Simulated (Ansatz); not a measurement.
Run report: WSi$_{2}$, geometry relaxation (part 2 of 2)

The same run, continued: WSi$_{2}$ (6 atoms in the cell); DFT LDA, scalar-relativistic, plane waves, PAW, no spin polarisation (Ansatz 0.2.0); cutoff 420 eV, 5×5×22 k-mesh, Gaussian smearing of 0.1 eV. The structure derives from a Materials Project entry. It belongs to a series of runs on one base structure; here: film's bulk on the substrate's plane, third vector and atoms relaxed.

Geometry of the input (Å; fractional positions):
```
6.6160  0.0000  0.0000
0.0000  7.6395  0.0000
-1.6540  -3.8198  1.5731
Si 0.0000  0.3347  0.0000
Si 0.5000  0.3347  0.0000
Si 0.0000  0.6653  0.0000
Si 0.5000  0.6653  0.0000
W  0.0000  0.0000  0.0000
W  0.5000  0.0000  0.0000
```

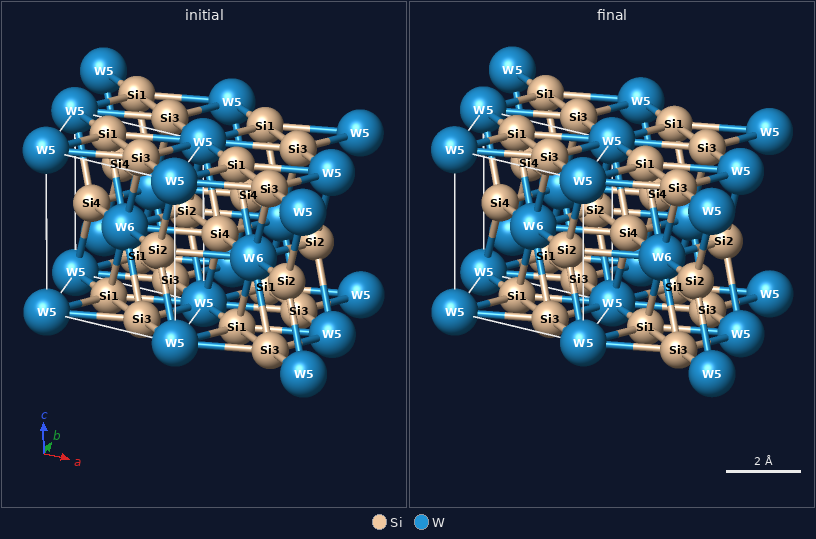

*Before (left) and after (right) the relaxation, at one scale (ball-and-stick view of the reduced cell, repeated 2 × 2 × 1, seen slightly off an axis).*

The energy falls by 0.5 meV per atom in 3 geometry steps. Largest force component: 0.014 eV/Å at the start, 0.0064 eV/Å at the end. The pressure goes from −0.98 to −2.15 GPa. The atoms keep their places relative to the cell (all moves are under 0.005 Å). The volume changes by +0.5 %, with a = b 4.450 → 4.453 Å (+0.1 %), c 4.565 → 4.577 Å (+0.3 %), α 91.5° → 91.3°, β 91.5° → 91.3°, γ 118.3° → 118.1°. Distances before and after: Si1–W5 2.609 → 2.614 Å. The space group stays Immm (No. 71). A last SCF at the same geometry on a re-selected plane-wave basis shifts the energy by next to nothing (0.0 meV per atom). (Atoms are counted from 1 in the order of the input.)

```
basis re-selected at this cell: Δ(F+E_penalty+E_count) = -1.431e-4 eV, ΔP = +0.003 GPa vs the last step (what re-selecting the basis moved, of the pressure what is left beyond the Pulay correction that the steps carried, after the strain that the cell walked since its last selection, with what the two solves' SCF thresholds leave and, on support functions, any second-order correction that the steps lacked; it is no measure of the basis error at this ecutwfc). This SCF's stress stands 8.58e-3 GPa from its target on what of the cell is left free (relax.cell.stress_tol is 1.00e-1 GPa) and its largest allowed force component is 6.43e-3 eV/Å (relax.f_tol is 1.00e-2 eV/Å): within both
SCF converged after 3 iterations
Free energy (F): -22696.764080 eV
Harris-Foulkes:  -22696.764080 eV  (|F-HF|=9.46e-11)
Internal energy: -22696.760701 eV  (E = F + TS)
E sigma→0 (E₀):  -22696.762391 eV
Entropy (-TS):   -0.003379 eV (-0.563 meV/atom)
Fermi energy:    16.589114 eV
--- Per-component energies (eV) ---
  E_band       = -163.512833
  E_kinetic    = 1087.475038
  E_local      = -1890.018661  (includes V_loc(G=0)·N_el)
  E_nonlocal   = 117.843916
  E_hartree    = 737.780890
  E_xc         = -760.319861
  E_vxc        = -680.821590  (∫ρ·V_xc dr)
  E_paw        = -18564.770280  (= ΣΔE_a)
  E_vpaw       = -273.552867  (= ΣTr[D̂ρ^β])
  E_aug_tail   = -0.000125  (compensation charges beyond the density's cutoff)
  E_ewald      = -3425.655247
  E_core_change = 0.903629  (= ΣΔE_core)
  E_smearing   = -0.003379  (= −TS)
  E_closure    = -0.000000  (closes the sum)
  Σ components = -22696.764080   (vs F -22696.764080, Δ=0.00e0)
--- Forces (eV/Å), atoms counted from 1 ---
  atom   1  Si    -0.00045856     0.00643434    -0.00016238
  atom   2  Si    -0.00045856     0.00643434    -0.00016238
  atom   3  Si     0.00045856    -0.00643434     0.00016238
  atom   4  Si     0.00045856    -0.00643434     0.00016238
  atom   5  W      0.00000000     0.00000000     0.00000000
  atom   6  W      0.00000000     0.00000000     0.00000000
  max |Σ_I F_I| component: 1.26e-29 eV/Å
--- Stress (GPa, compression-positive) ---
      -13.478319       0.010898      -0.004012
        0.010898       7.008850       0.000562
       -0.004012       0.000562       0.006030
  P = ⅓ Tr σ = -2.1545 GPa (-21.545 kbar)
--- Band table (eV; the first three rows and the last of 276) ---
  k-point 0: bands = ["-57.0759", "-57.0613", "-21.5529", "-21.5331", "-21.4205", "-21.3576", "-21.3221", "-21.3040", "2.5750", "6.9458", "9.6658", "9.8626", "10.6587", "11.2067", "11.5942", "13.2422", "13.3124", "13.3616", "13.5988", "14.1037", "14.9435", "17.1065", "18.9701", "19.1061", "19.1680", "19.8525", "19.9582", "19.9859"]
  k-point 1: bands = ["-57.0751", "-57.0621", "-21.5557", "-21.5142", "-21.4185", "-21.3557", "-21.3245", "-21.3242", "2.7133", "6.8861", "9.2275", "9.9846", "10.3646", "11.7553", "12.0630", "12.7559", "13.3351", "13.3576", "13.7157", "14.2932", "14.6745", "16.4122", "18.8953", "19.0715", "19.2836", "19.4222", "19.5470", "20.0403"]
  k-point 2: bands = ["-57.0731", "-57.0641", "-21.5632", "-21.4630", "-21.4132", "-21.3792", "-21.3507", "-21.3299", "3.1216", "6.7090", "8.5505", "10.0466", "10.3366", "11.6171", "12.7208", "12.8276", "13.3400", "13.6096", "14.0433", "14.0562", "14.4502", "15.3737", "18.3023", "18.6400", "18.8037", "19.0747", "19.2284", "21.1759"]
  k-point 275: bands = ["-57.0733", "-57.0638", "-21.5225", "-21.5018", "-21.4769", "-21.3526", "-21.3315", "-21.3193", "3.4287", "7.1507", "7.8333", "9.7766", "10.3404", "11.4383", "12.1080", "13.0800", "13.3037", "13.7221", "14.1617", "14.3661", "14.6470", "15.2882", "17.6329", "18.4195", "18.4452", "18.9808", "20.1635", "20.7841"]
--- Relaxed structure (4 steps of the walk, 4 accepted, 1 SCFs on fresh bases) ---
  F+E_penalty+E_count = -22696.76408038 eV   max|allowed force component| = 6.434e-3 eV/Å   (the final SCF, on the basis selected at the relaxed cell)
  cell:  # Å, volume = 79.9435 Å³
    - [6.616001089946404, 1.2363957929139342e-9, -0.0003119339780482862]
    - [1.4276668877331623e-9, 7.6395000287599615, 6.0560549186896374e-5]
    - [-1.6540744440415147, -3.819737543981291, 1.5817422738906661]
  atoms:
    - { symbol: Si, position: [-1.2886176708226244e-5, 0.33480835887843924, -1.0590667561935703e-5] }
    - { symbol: Si, position: [0.49998711382329175, 0.3348083588784392, -1.0590667561935694e-5] }
    - { symbol: Si, position: [1.2886176708226243e-5, 0.6651916411215609, 1.0590667561935704e-5] }
    - { symbol: Si, position: [0.5000128861767081, 0.6651916411215609, 1.0590667561935667e-5] }
    - { symbol: W, position: [2.2434832259717975e-23, -3.5031444999206575e-21, 8.973932904022828e-23] }
    - { symbol: W, position: [0.5, 0.0, -1.3552527156068805e-20] }
```

## Trajectory as extended XYZ (Å, eV, eV/Å), 5 frames, from step=1 to step=5
```
6
Lattice="6.6160 0.0000 0.0000 0.0000 7.6395 0.0000 -1.6540 -3.8197 1.5731" Properties=species:S:1:pos:R:3:forces:R:3 step=1 energy=-22696.76082 pressure_GPa=-0.98
Si    0.0000    2.5569    0.0000   -0.0011   0.0141  -0.0003
Si    3.3080    2.5569    0.0000   -0.0011   0.0141  -0.0003
Si    0.0000    5.0826    0.0000    0.0011  -0.0141   0.0003
Si    3.3080    5.0826    0.0000    0.0011  -0.0141   0.0003
W     0.0000    0.0000    0.0000    0.0000   0.0000   0.0000
W     3.3080    0.0000    0.0000    0.0000   0.0000   0.0000
6
Lattice="6.6160 0.0000 -0.0003 0.0000 7.6395 0.0000 -1.6541 -3.8197 1.5898" Properties=species:S:1:pos:R:3:forces:R:3 step=2 energy=-22696.76103 pressure_GPa=-3.25
Si   -0.0001    2.5576    0.0000   -0.0004   0.0236   0.0000
Si    3.3079    2.5576   -0.0001   -0.0004   0.0236   0.0000
Si    0.0001    5.0819    0.0000    0.0004  -0.0236   0.0000
Si    3.3081    5.0819   -0.0001    0.0004  -0.0236   0.0000
W     0.0000    0.0000    0.0000    0.0000   0.0000   0.0000
W     3.3080    0.0000   -0.0001    0.0000   0.0000   0.0000
6
Lattice="6.6160 0.0000 -0.0002 0.0000 7.6395 0.0000 -1.6541 -3.8197 1.5819" Properties=species:S:1:pos:R:3:forces:R:3 step=3 energy=-22696.76392 pressure_GPa=-2.19
Si   -0.0001    2.5576    0.0000   -0.0006   0.0112  -0.0002
Si    3.3079    2.5576   -0.0001   -0.0006   0.0112  -0.0002
Si    0.0001    5.0819    0.0000    0.0006  -0.0112   0.0002
Si    3.3081    5.0819   -0.0001    0.0006  -0.0112   0.0002
W     0.0000    0.0000    0.0000    0.0000   0.0000   0.0000
W     3.3080    0.0000   -0.0001    0.0000   0.0000   0.0000
6
Lattice="6.6160 0.0000 -0.0003 0.0000 7.6395 0.0001 -1.6541 -3.8197 1.5817" Properties=species:S:1:pos:R:3:forces:R:3 step=4 energy=-22696.76394 pressure_GPa=-2.16
Si   -0.0001    2.5578    0.0000   -0.0005   0.0064  -0.0002
Si    3.3079    2.5578   -0.0002   -0.0005   0.0064  -0.0002
Si    0.0001    5.0817    0.0001    0.0005  -0.0064   0.0002
Si    3.3081    5.0817   -0.0001    0.0005  -0.0064   0.0002
W     0.0000    0.0000    0.0000    0.0000   0.0000   0.0000
W     3.3080    0.0000   -0.0002    0.0000   0.0000   0.0000
6
Lattice="6.6160 0.0000 -0.0003 0.0000 7.6395 0.0001 -1.6541 -3.8197 1.5817" Properties=species:S:1:pos:R:3:forces:R:3 step=5 energy=-22696.76408 pressure_GPa=-2.15
Si   -0.0001    2.5578    0.0000   -0.0005   0.0064  -0.0002
Si    3.3079    2.5578   -0.0002   -0.0005   0.0064  -0.0002
Si    0.0001    5.0817    0.0001    0.0005  -0.0064   0.0002
Si    3.3081    5.0817   -0.0001    0.0005  -0.0064   0.0002
W     0.0000    0.0000    0.0000    0.0000   0.0000   0.0000
W     3.3080    0.0000   -0.0002    0.0000   0.0000   0.0000
```

## Summary

| quantity | value |
| --- | --- |
| outcome | converged |
| space group (tolerance 0.01 Å) | Immm (71) |
| electrons treated | 44 |
| free energy | −22696.7641 eV |
| Fermi energy | 16.589 eV |
| gap on the k-point mesh | none (metallic) |
| pressure | −2.15 GPa |
| final volume | 79.94 Å³ |
| largest force (length of the vector) at the end | 0.006 eV/Å |
| final cell | a = 6.616 Å, b = 7.640 Å, c = 4.453 Å, α = 149.07°, β = 111.81°, γ = 90.00° |
| hardware | 8 threads of Intel Xeon (Granite Rapids), 32 GiB of memory available, shared host |
| wall time | 16 s (CPU time 1.9 min) |
| peak memory | 0.84 GiB |

## Notes

Warnings of the run: the k-point mesh lowers the symmetry that the run can use. Spin–orbit coupling is left out, which matters for W.
